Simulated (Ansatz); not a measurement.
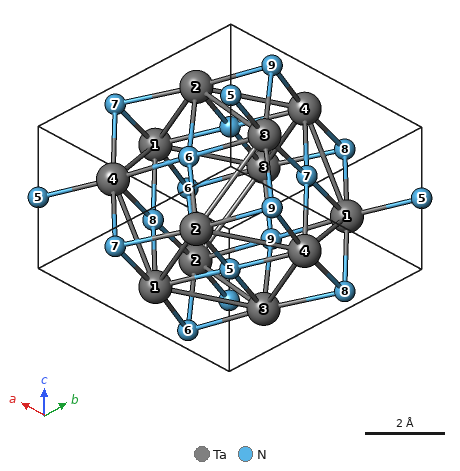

This is crystalline Ta₄N₅ (set up in I4/m). A ball-and-stick model of the conventional cell (2 times the calculation's cell), seen from a free direction. Lengths and directions refer to the drawn axes.

Level of theory: DFT r2SCAN, scalar-relativistic, plane waves, PAW (Ansatz 0.2.0). Set-up: plane-wave cutoff 500 eV; k-point mesh 10 × 10 × 10; occupations gaussian; smearing width 0.1 eV; no spin polarisation.

The variant: The crystal is put under a hydrostatic pressure of 25 GPa. Cell and atoms are relaxed at that pressure.

> What does the calculation give for the changed structure?

The energy rises by 55.2 meV per atom. Pressure: 0.0 GPa before, 25.0 GPa after. Both are metals. Cell: a = b 6.865 → 6.693 Å (−2.5 %), c 4.264 → 4.183 Å (−1.9 %). Volume −6.7 %. The largest moves relative to the cell, 0.037 Å, are those of N6, N7, N8 and N9. N7 goes along [1 −3 0]. Largest moves by element: N 0.037 Å, Ta 0.013 Å. Among the bonded contacts that change: Ta–Ta 3.168 → 3.085 Å, N–Ta 2.200 → 2.136 Å, Ta–Ta 2.932 → 2.874 Å, Ta–Ta 2.946 → 2.890 Å. The space group stays I4/m (No. 87).

The changed structure in the same view:

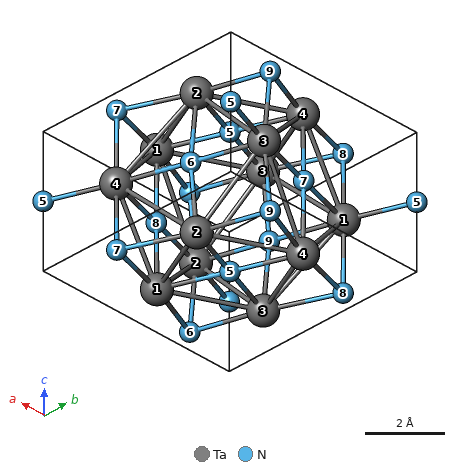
